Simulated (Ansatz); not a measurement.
**Run report: Ti4O3, geometry relaxation (part 1 of 2)**

Ti4O3 (7 atoms in the cell), computed with DFT r2SCAN+U, scalar-relativistic, plane waves, PAW, Ueff = 4 eV on Ti d, spin-polarised (Ansatz 0.2.0).

The structure derives from a Materials Project entry. Figures and captions count atoms from 1; the log counts them from 0 in places.

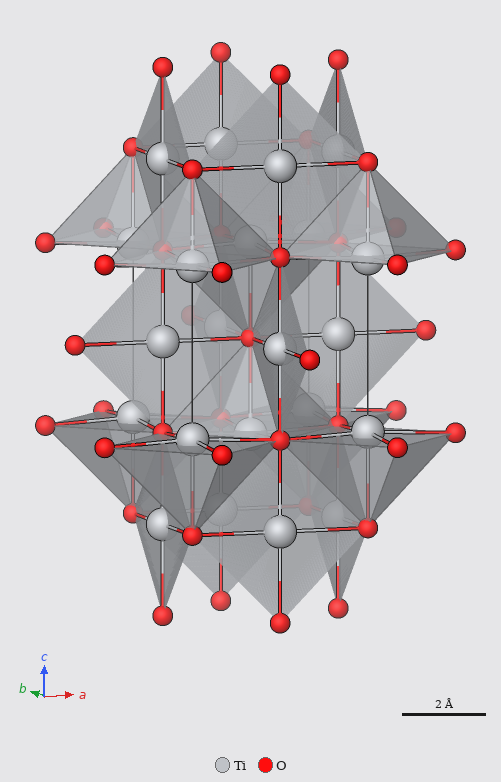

*The structure as given in the input (polyhedral view of the cell 2 times as large as that of the calculation, set on its symmetry axes, seen slightly off an axis; polyhedra are completed across the faces of the cell). An atom can appear more than once, as a periodic image.*

Input file:
```yaml
crystal:
  lattice:
    - [-2.2484519921, 2.2484519921, 4.4765471933]
    - [2.2484519921, -2.2484519921, 4.4765471933]
    - [2.2484519921, 2.2484519921, -4.4765471933]
  atoms:
    - { symbol: Ti, position: [0.0, 0.5, 0.5], spin: -1.48 }
    - { symbol: Ti, position: [0.2629965651, 0.2629965651, 0.0], spin: 1.52 }
    - { symbol: Ti, position: [0.5, 0.0, 0.5], spin: -1.48 }
    - { symbol: Ti, position: [0.7370034349, 0.7370034349, 0.0], spin: 1.52 }
    - { symbol: O, position: [0.75, 0.25, 0.5] }
    - { symbol: O, position: [0.0, 0.0, 0.0] }
    - { symbol: O, position: [0.25, 0.75, 0.5] }
basis:
  ecutwfc: 500
kpoints:
  mp_grid: { grid: [12, 12, 12] }
hamiltonian:
  xc: r2scan
  hubbard: { sites: [{ species: Ti, l: d, u_eff: 4.0 }] }
scf:
  occupations: { method: gaussian, width: 0.02 }
output:
  forces: true
  stress: true
  eigenvalues: true
  populations: true
magnetization:
  spin_polarized: true
relax:
  adjacent_minimum: "off"
  f_tol: 0.005
  max_steps: 80
  cell: { stress_tol: 0.05 }
```

Command:
```bash
ansatz run input.yaml --threads 2 --pin off --max-ram 5120MiB --backend cpu --events-out ev --progress --plain --runs-dir out
```

What the program printed:
```
Ti: projections on atomic orbitals take those of the free atom [Ne] 3s2 3p6 3d2 4s2, of charge +0.00 (hamiltonian.pseudopotentials.projection_atoms); the dataset's partial waves leave at most 4.1e-7 of an orbital's norm unspanned inside its sphere
O: projections on atomic orbitals take those of the free atom [He] 2s2 2p4, of charge +0.00 (hamiltonian.pseudopotentials.projection_atoms); the dataset's partial waves leave at most 1.9e-8 of an orbital's norm unspanned inside its sphere
Engine: ansatz 0.2.0, x86_64-unknown-linux-gnu
Pseudopotentials: kind: paw
Pseudopotential: Ti, paw, valence charge 12, recommended cutoff 500 eV (meta_gga), Ti.paw.azcp
Pseudopotential: O, paw, valence charge 6, recommended cutoff 500 eV (meta_gga), O.paw.azcp
Functional definition: r2SCAN
  parameter k0 = 0.174
  parameter k1 = 0.065
  parameter a1 = 4.9479
  exchange = r2scan_x(k0 = k0, k1 = k1, a1 = a1)
  correlation = r2scan_c
Crystal: 7 atoms, lattice volume = 90.525 Å³
Basis set: ecut = 500 eV, 2261 PW (Γ), exchange–correlation on 180×180×180 points (64 copies of the dense FFT grid, shifted against one another)
Bands: 44, of which v1, the nominal top of the filled ones, is band 33 counted from 1 (32 counted from 0)
Symmetry: 16 space group operations
Space group: I4/mmm (ITA 139), of the structure as read, at distance tolerance 4.5e-5 Å
Magnetic group: BNS 139.531 (UNI 1191), of the structure as read, at distance tolerance 4.5e-5 Å
k-points: 163 of 1728
Non-local potential: Ti, projectors of the file, l = 0: 3, l = 1: 2, l = 2: 3, l = 3: 1
Non-local potential: O, projectors of the file, l = 0: 2, l = 1: 2, l = 2: 1
PAW form: soft (Blöchl's): semilocal exchange-correlation on the pseudo side does not see the compensation charge
PAW frozen core: Ti, regenerated for the run's functional (the file was generated under x = pbe(κ = 0.804, μ = 0.2195149727645171), c = pbe(β = 0.06672455060314922))
PAW frozen core: O, regenerated for the run's functional (the file was generated under x = pbe(κ = 0.804, μ = 0.2195149727645171), c = pbe(β = 0.06672455060314922))
PAW one-centre angular grid: Ti, 590 points (default); XC on 160 Gauss nodes
PAW one-centre angular grid: O, 302 points (default); XC on 160 Gauss nodes
Initial density: superposition of atomic densities (chi_scale 0.1, normalization cell, long waves kept (reshape's long-wave potential 0.03 eV rms))
Starting moments: Σ|m| = 6 μB on 4 of 7 sites
Initial wavefunctions: pseudopotential atomic-orbital guess
Functional: x = r2scan, c = r2scan; τ floored in thin density (d = 2e-4 eV/Å³)
SCF iter   1: F=—  HF=-11715.935595 eV  |F-HF|=—  |Δ(HF+E_count)|=         —  Δρ=5.50e-2 (↑4.88e-2 ↓5.50e-2)  dr2=1.10e1  dr2_τ=4.92e-2  dr2_m=2.19e-1  M=-0.148 μB ∫|m|=5.975 μB  β_m=0.30  ethr=3.10e-3  ⟨swp⟩=5.9  Hψ=53929  notcnv=0  defer=2
preconditioner: auto → Kerker (q_TF=auto, 2.588 Å⁻¹)  [metal: Δε(μ)=0.002 eV  Ē_g=8.660 eV  σ=0.020 eV  W_gap=0.07  n_scr=30 (ndim 8)  ℏωp=22.8 eV  f_vac=0.000  D(μ)=6.26/eV (n_scr^D=68)]
spin=Collinear: Kerker preconditioning applied to the charge; magnetization (m = ρ↑ − ρ↓) channel mixes plain (no charge-response kernel on spin).
SCF iter   2: F=—  HF=-11716.182795 eV  |F-HF|=—  |Δ(HF+E_count)|=   2.47e-1  Δρ=3.71e-2 (↑3.71e-2 ↓3.05e-2)  dr2=3.11e0  dr2_τ=4.85e-2  dr2_m=3.32e-1  M=0.651 μB ∫|m|=6.330 μB  β_m=0.30  ethr=3.10e-3  ⟨swp⟩=2.4  Hψ=23730  notcnv=0  defer=1655  κ⁻¹=1.0e0(r=1)
SCF iter   3: F=—  HF=-11717.497517 eV  |F-HF|=—  |Δ(HF+E_count)|=    1.31e0  Δρ=3.22e-2 (↑3.22e-2 ↓2.50e-2)  dr2=1.69e0  dr2_τ=1.40e-2  dr2_m=3.28e-1  M=0.715 μB ∫|m|=6.603 μB  β_m=1.00  ethr=3.10e-3  ⟨swp⟩=2.1  Hψ=19012  notcnv=0  defer=1624  κ⁻¹=5.0e-2(r=2)
SCF iter   4: F=—  HF=-11718.872061 eV  |F-HF|=—  |Δ(HF+E_count)|=    1.37e0  Δρ=1.38e-2 (↑1.38e-2 ↓1.31e-2)  dr2=5.49e-1  dr2_τ=5.12e-3  dr2_m=4.60e-2  M=0.694 μB ∫|m|=6.915 μB  β_m=1.00  ethr=2.56e-3  ⟨swp⟩=3.2  Hψ=27067  notcnv=0  defer=1551  κ⁻¹=7.1e-3(r=3)
SCF iter   5: F=—  HF=-11719.682591 eV  |F-HF|=—  |Δ(HF+E_count)|=   8.11e-1  Δρ=8.84e-3 (↑4.87e-3 ↓8.84e-3)  dr2=1.18e-1  dr2_τ=2.43e-3  dr2_m=1.67e-2  M=0.578 μB ∫|m|=7.091 μB  β_m=1.00  ethr=8.31e-4  ⟨swp⟩=3.0  Hψ=27985  notcnv=0  defer=1416  κ⁻¹=7.7e-4(r=4)
SCF iter   6: F=—  HF=-11720.282479 eV  |F-HF|=—  |Δ(HF+E_count)|=   6.00e-1  Δρ=5.83e-3 (↑3.03e-3 ↓5.83e-3)  dr2=2.41e-2  dr2_τ=8.03e-4  dr2_m=8.26e-3  M=0.530 μB ∫|m|=7.210 μB  β_m=1.00  ethr=1.79e-4  ⟨swp⟩=3.2  Hψ=26394  notcnv=0  defer=1396  κ⁻¹=1.0e-4(r=5)
SCF iter   7: F=—  HF=-11720.680419 eV  |F-HF|=—  |Δ(HF+E_count)|=   3.98e-1  Δρ=6.12e-3 (↑2.44e-3 ↓6.12e-3)  dr2=4.18e-2  dr2_τ=4.94e-4  dr2_m=6.82e-3  M=0.413 μB ∫|m|=7.269 μB  β_m=1.00  ethr=3.66e-5  ⟨swp⟩=3.2  Hψ=28314  notcnv=0  defer=1354
Mixer restart at iter 7: flushing history
spin-set hold released at iteration 7 (site moments contracting): the magnetisation degrees of freedom join the quasi-Newton model from the next iteration; the mixer history was flushed
SCF iter   8: F=—  HF=-11722.278050 eV  |F-HF|=—  |Δ(HF+E_count)|=         —  Δρ=1.65e-2 (↑6.30e-3 ↓1.65e-2)  dr2=2.84e-1  dr2_τ=4.46e-3  dr2_m=5.48e-2  M=0.000 μB ∫|m|=7.409 μB  β_m=1.00  ethr=3.66e-5  ⟨swp⟩=3.1  Hψ=25889  notcnv=0  defer=1360
Mixer restart at iter 8: flushing history
SCF iter   9: F=—  HF=-11721.536872 eV  |F-HF|=—  |Δ(HF+E_count)|=   7.41e-1  Δρ=3.62e-3 (↑3.62e-3 ↓3.30e-3)  dr2=6.01e-2  dr2_τ=9.03e-4  dr2_m=7.49e-4  M=0.000 μB ∫|m|=7.377 μB  β_m=0.30  ethr=7.58e-5  ⟨swp⟩=4.4  Hψ=32805  notcnv=0  defer=1628
SCF iter  10: F=—  HF=-11721.533323 eV  |F-HF|=—  |Δ(HF+E_count)|=   3.55e-3  Δρ=2.65e-3 (↑2.65e-3 ↓2.42e-3)  dr2=3.99e-2  dr2_τ=1.94e-4  dr2_m=4.92e-4  M=0.000 μB ∫|m|=7.375 μB  β_m=0.30  ethr=7.58e-5  ⟨swp⟩=2.3  Hψ=17611  notcnv=0  defer=1642  κ⁻¹=1.0e0(r=1)
SCF iter  11: F=—  HF=-11721.528942 eV  |F-HF|=—  |Δ(HF+E_count)|=   4.38e-3  Δρ=1.34e-3 (↑1.34e-3 ↓1.29e-3)  dr2=1.43e-2  dr2_τ=5.77e-5  dr2_m=1.76e-4  M=0.000 μB ∫|m|=7.368 μB  β_m=0.30  ethr=6.04e-5  ⟨swp⟩=3.0  Hψ=18022  notcnv=0  defer=1642  κ⁻¹=7.1e-2(r=2)
Mixer restart at iter 11: flushing history
SCF iter  12: F=—  HF=-11714.388424 eV  |F-HF|=—  |Δ(HF+E_count)|=         —  Δρ=3.26e-3 (↑2.07e-3 ↓3.26e-3)  dr2=1.31e-2  dr2_τ=3.83e-4  dr2_m=3.02e-3  M=0.000 μB ∫|m|=7.341 μB  β_m=1.00  ethr=2.16e-5  ⟨swp⟩=5.5  Hψ=41726  notcnv=0  defer=1645
Mixer restart at iter 12: flushing history
SCF iter  13: F=—  HF=-11721.523765 eV  |F-HF|=—  |Δ(HF+E_count)|=    7.14e0  Δρ=3.55e-3 (↑3.14e-3 ↓3.55e-3)  dr2=2.47e-2  dr2_τ=8.86e-4  dr2_m=1.78e-3  M=0.000 μB ∫|m|=7.370 μB  β_m=0.30  ethr=7.58e-5  ⟨swp⟩=3.9  Hψ=26753  notcnv=0  defer=1699
SCF iter  14: F=—  HF=-11721.522880 eV  |F-HF|=—  |Δ(HF+E_count)|=   8.85e-4  Δρ=2.02e-3 (↑1.65e-3 ↓2.02e-3)  dr2=6.36e-3  dr2_τ=1.27e-4  dr2_m=1.04e-3  M=0.000 μB ∫|m|=7.371 μB  β_m=0.30  ethr=3.74e-5  ⟨swp⟩=2.4  Hψ=22220  notcnv=0  defer=1699  κ⁻¹=1.0e0(r=1)
SCF iter  15: F=—  HF=-11721.525233 eV  |F-HF|=—  |Δ(HF+E_count)|=   2.35e-3  Δρ=8.66e-4 (↑7.17e-4 ↓8.66e-4)  dr2=7.24e-4  dr2_τ=1.82e-5  dr2_m=3.52e-4  M=0.000 μB ∫|m|=7.370 μB  β_m=0.30  ethr=9.63e-6  ⟨swp⟩=2.2  Hψ=20132  notcnv=0  defer=1699  κ⁻¹=5.2e-2(r=2)
SCF iter  16: F=—  HF=-11721.526142 eV  |F-HF|=—  |Δ(HF+E_count)|=   9.09e-4  Δρ=5.30e-4 (↑4.79e-4 ↓5.30e-4)  dr2=4.13e-4  dr2_τ=7.90e-6  dr2_m=1.27e-4  M=0.000 μB ∫|m|=7.368 μB  β_m=0.30  ethr=1.10e-6  ⟨swp⟩=2.6  Hψ=20938  notcnv=0  defer=1699  κ⁻¹=1.1e-2(r=3)
SCF iter  17: F=—  HF=-11721.526592 eV  |F-HF|=—  |Δ(HF+E_count)|=   4.50e-4  Δρ=1.65e-4 (↑1.65e-4 ↓1.62e-4)  dr2=9.68e-5  dr2_τ=6.90e-7  dr2_m=1.05e-5  M=0.000 μB ∫|m|=7.364 μB  β_m=0.30  ethr=6.26e-7  ⟨swp⟩=2.1  Hψ=24266  notcnv=0  defer=1699  κ⁻¹=1.0e-4(r=4)
SCF iter  18: F=—  HF=-11721.526601 eV  |F-HF|=—  |Δ(HF+E_count)|=   9.77e-6  Δρ=6.90e-5 (↑5.40e-5 ↓6.90e-5)  dr2=1.22e-5  dr2_τ=2.39e-7  dr2_m=8.50e-7  M=0.000 μB ∫|m|=7.362 μB  β_m=0.30  ethr=1.47e-7  ⟨swp⟩=2.0  Hψ=21706  notcnv=0  defer=1699  κ⁻¹=3.0e-5(r=5)
SCF iter  19: F=—  HF=-11721.526600 eV  |F-HF|=—  |Δ(HF+E_count)|=   1.50e-6  Δρ=6.24e-5 (↑4.28e-5 ↓6.24e-5)  dr2=3.92e-6  dr2_τ=9.65e-8  dr2_m=1.08e-6  M=0.000 μB ∫|m|=7.361 μB  β_m=0.30  ethr=1.84e-8  ⟨swp⟩=2.0  Hψ=16551  notcnv=0  defer=1699  κ⁻¹=2.9e-5(r=6)
SCF iter  20: F=—  HF=-11721.526601 eV  |F-HF|=—  |Δ(HF+E_count)|=         —  Δρ=2.34e-5 (↑2.05e-5 ↓2.34e-5)  dr2=9.79e-7  dr2_τ=1.80e-8  dr2_m=2.14e-7  M=0.000 μB ∫|m|=7.361 μB  β_m=1.00  ethr=5.94e-9  ⟨swp⟩=2.0  Hψ=23396  notcnv=0  defer=1699
Mixer restart at iter 20: flushing history
SCF iter  21: F=—  HF=-11718.789638 eV  |F-HF|=—  |Δ(HF+E_count)|=         —  Δρ=2.19e-2 (↑5.77e-3 ↓2.19e-2)  dr2=4.99e-1  dr2_τ=9.17e-3  dr2_m=1.04e-1  M=0.378 μB ∫|m|=7.182 μB  ethr=7.58e-5  ⟨swp⟩=2.8  Hψ=21095  notcnv=0  defer=1705
Mixer restart at iter 21: flushing history
SCF iter  22: F=—  HF=-11721.526600 eV  |F-HF|=—  |Δ(HF+E_count)|=         —  Δρ=2.33e-5 (↑2.03e-5 ↓2.33e-5)  dr2=1.00e-6  dr2_τ=1.80e-8  dr2_m=2.07e-7  M=0.000 μB ∫|m|=7.361 μB  β_m=0.30  ethr=1.48e-9  ⟨swp⟩=4.4  Hψ=43151  notcnv=0  defer=1465
SCF iter  23: F=—  HF=-11721.526601 eV  |F-HF|=—  |Δ(HF+E_count)|=   2.15e-7  Δρ=1.89e-5 (↑1.55e-5 ↓1.89e-5)  dr2=6.66e-7  dr2_τ=8.98e-9  dr2_m=1.35e-7  M=0.000 μB ∫|m|=7.361 μB  β_m=0.30  ethr=1.48e-9  ⟨swp⟩=1.2  Hψ=17016  notcnv=0  defer=1465  κ⁻¹=1.0e0(r=1)
SCF iter  24: F=—  HF=-11721.526601 eV  |F-HF|=—  |Δ(HF+E_count)|=         —  Δρ=7.28e-6 (↑4.30e-6 ↓7.28e-6)  dr2=1.51e-7  dr2_τ=1.14e-9  dr2_m=1.09e-8  M=0.000 μB ∫|m|=7.362 μB  β_m=1.00  ethr=1.01e-9  ⟨swp⟩=2.2  Hψ=19858  notcnv=0  defer=1465
Mixer restart at iter 24: flushing history
SCF iter  25: F=—  HF=-11718.438504 eV  |F-HF|=—  |Δ(HF+E_count)|=         —  Δρ=1.75e-2 (↑1.75e-2 ↓2.62e-6)  dr2=1.50e-1  dr2_τ=4.90e-3  dr2_m=6.35e-2  M=0.000 μB ∫|m|=7.255 μB  ethr=7.58e-5  ⟨swp⟩=3.0  Hψ=21462  notcnv=0  defer=1478
Mixer restart at iter 25: flushing history
SCF iter  26: F=—  HF=-11721.526601 eV  |F-HF|=—  |Δ(HF+E_count)|=         —  Δρ=7.50e-6 (↑4.46e-6 ↓7.50e-6)  dr2=1.60e-7  dr2_τ=1.14e-9  dr2_m=1.14e-8  M=0.000 μB ∫|m|=7.362 μB  β_m=0.30  ethr=2.29e-10  ⟨swp⟩=3.1  Hψ=37260  notcnv=0  defer=1429
SCF iter  27: F=—  HF=-11721.526601 eV  |F-HF|=—  |Δ(HF+E_count)|=   2.21e-9  Δρ=5.40e-6 (↑3.74e-6 ↓5.40e-6)  dr2=1.08e-7  dr2_τ=6.43e-10  dr2_m=7.03e-9  M=0.000 μB ∫|m|=7.362 μB  β_m=0.30  ethr=2.29e-10  ⟨swp⟩=1.2  Hψ=17044  notcnv=0  defer=1427  κ⁻¹=1.0e0(r=1)
SCF iter  28: F=-11721.526601 eV  HF=-11721.526601 eV  |F-HF|=1.98e-8  |Δ(HF+E_count)|=  7.97e-10  Δρ=2.44e-6 (↑2.44e-6 ↓2.36e-6)  dr2=3.98e-8  dr2_τ=2.12e-10  dr2_m=1.05e-9  M=0.000 μB ∫|m|=7.362 μB  ethr=1.52e-10  ⟨swp⟩=9.8  Hψ=67838  notcnv=0
SCF 1 converged in 28 iterations: F = -11721.526601 eV  dr2 = 3.98e-8
  greatest PAW one-centre occupation: 1.005 electrons in one spin orbital (limit 2), on the Ti atom at site 3 (counted from 0), in its partial waves of l = 1
relax step   1: F+E_penalty+E_count = -11721.52660100 eV  Δ(F+E_penalty+E_count) = +0.000e0 eV  max|allowed force component| = 7.193e-3 eV/Å  Δτ_max = 0.0000 Å  P = +0.110 GPa  Ω = 90.525 Å³  (28 SCF iters, dr2 threshold 1.00e-7 eV, accepted)
Crystal: 7 atoms, lattice volume = 90.592 Å³
Initial density: handed on by an earlier stage of this run
Starting moments: Σ|m| = 6 μB on 4 of 7 sites; this step starts from the density that it was given
Initial wavefunctions: those handed on with the density
iter 1 solved again at ethr=7.94e-9 eV; its pass at ethr=3.10e-3 eV (dr2=5.24e-6 eV) is discarded
SCF iter   1: F=—  HF=-11721.526526 eV  |F-HF|=—  |Δ(HF+E_count)|=         —  Δρ=1.28e-4 (↑1.28e-4 ↓4.05e-5)  dr2=4.77e-6  dr2_τ=1.17e-5  dr2_m=4.04e-6  M=0.000 μB ∫|m|=7.363 μB  β_m=0.30  ethr=7.94e-9  ⟨swp⟩=2.1  Hψ=64423  notcnv=0
preconditioner: auto → Resta (q_TF=auto, 2.588 Å⁻¹)  ε∞=5.4  [insulator: Δε(μ)=0.440 eV  Ē_g=10.903 eV  σ=0.020 eV  W_gap=1.00  n_scr=30 (ndim 8)  ℏωp=22.7 eV  f_vac=0.000  D(μ)=0.00/eV (n_scr^D=0)  ε∞_Penn≈5.4]
spin=Collinear: Resta preconditioning applied to the charge; magnetization (m = ρ↑ − ρ↓) channel mixes plain (no charge-response kernel on spin).
SCF iter   2: F=—  HF=-11721.526571 eV  |F-HF|=—  |Δ(HF+E_count)|=   4.47e-5  Δρ=9.24e-5 (↑9.24e-5 ↓3.02e-5)  dr2=2.66e-6  dr2_τ=1.88e-7  dr2_m=2.10e-6  M=0.000 μB ∫|m|=7.363 μB  β_m=0.30  ethr=7.23e-9  ⟨swp⟩=2.0  Hψ=25102  notcnv=0  κ⁻¹=1.0e0(r=1)
SCF iter   3: F=—  HF=-11721.526575 eV  |F-HF|=—  |Δ(HF+E_count)|=   4.24e-6  Δρ=4.98e-5 (↑4.98e-5 ↓1.78e-5)  dr2=8.54e-7  dr2_τ=5.20e-8  dr2_m=6.37e-7  M=0.000 μB ∫|m|=7.363 μB  β_m=0.30  ethr=4.03e-9  ⟨swp⟩=2.0  Hψ=23458  notcnv=0  κ⁻¹=8.9e-2(r=2)
SCF iter   4: F=—  HF=-11721.526577 eV  |F-HF|=—  |Δ(HF+E_count)|=   1.77e-6  Δρ=7.98e-6 (↑7.98e-6 ↓7.41e-6)  dr2=1.19e-7  dr2_τ=1.99e-9  dr2_m=1.60e-8  M=0.000 μB ∫|m|=7.363 μB  β_m=0.30  ethr=1.29e-9  ⟨swp⟩=2.0  Hψ=24777  notcnv=0  κ⁻¹=3.1e-3(r=3)
SCF iter   5: F=-11721.526577 eV  HF=-11721.526577 eV  |F-HF|=4.82e-9  |Δ(HF+E_count)|=   1.77e-8  Δρ=4.07e-6 (↑4.07e-6 ↓3.56e-6)  dr2=3.47e-8  dr2_τ=7.53e-10  dr2_m=3.13e-9  M=0.000 μB ∫|m|=7.363 μB  ethr=7.75e-11  ⟨swp⟩=4.7  Hψ=42315  notcnv=0
SCF 2 converged in 5 iterations: F = -11721.526577 eV  dr2 = 3.47e-8
relax step   2: F+E_penalty+E_count = -11721.52657658 eV  Δ(F+E_penalty+E_count) = +2.442e-5 eV  max|allowed force component| = 1.606e-3 eV/Å  Δτ_max = 0.0004 Å  P = +0.015 GPa  Ω = 90.592 Å³  energy of the carried Pulay correction = -5.622e-5 eV  (5 SCF iters, dr2 threshold 5.11e-8 eV, accepted)
Initial wavefunctions: pseudopotential atomic-orbital guess (no wavefunctions were taken with the density)
iter 1 solved again at ethr=6.25e-9 eV; its pass at ethr=3.10e-3 eV (dr2=4.12e-6 eV) is discarded
```
